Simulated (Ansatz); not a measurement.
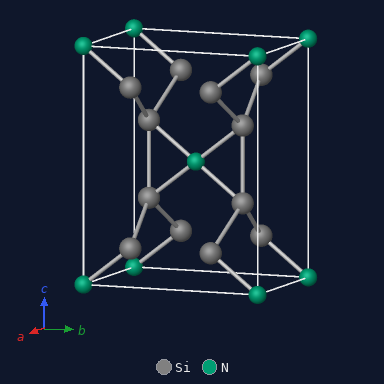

A ball-and-stick rendering, viewed slightly off an axis. The frame is the conventional unit cell; atoms at its boundary are shown with their periodic copies. Cell: a = 3.98 Å, b = 5.67 Å, c = 7.26 Å, α = 90.00°, β = 90.00°, γ = 90.00°.

Its origin is a structure type filled with these elements by a generator (whether the compound takes this form wasn't checked). Earlier steps of the study may have refined or changed the cell and positions. Ansatz was used for an electronic-structure calculation on it.

In words:

The stoichiometry is Si₄N. Space group: Immm (No. 71). Lattice: body-centred orthorhombic. With Z = 2, the cell contains 8 Si, 2 N. By contacts within bonding range, the coordination numbers are Si 4 and N 4.

Theory: DFT PBE, scalar-relativistic, plane waves, PAW in Ansatz. Numerical settings: a kinetic-energy cutoff of 420 eV, k-points about 0.16 Å⁻¹ apart, Gaussian smearing of 0.1 eV, no spin polarisation.

Classify it as metallic or gapped, with the value.

A metal: bands cross the Fermi level.

What Bader charges do the atoms carry?

Si +0.54 e; N -2.17 e.

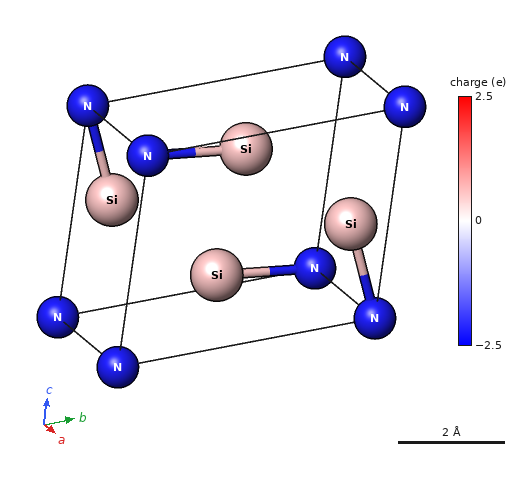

The atoms coloured by those charges. The run's cell of 5 atoms is drawn in a reduced setting, so axes and origin can differ from the first picture.

Can this geometry be taken as optimised?

Yes. All forces vanish to within 0.01 eV/Å. The pressure is 0.0 GPa, close to zero.
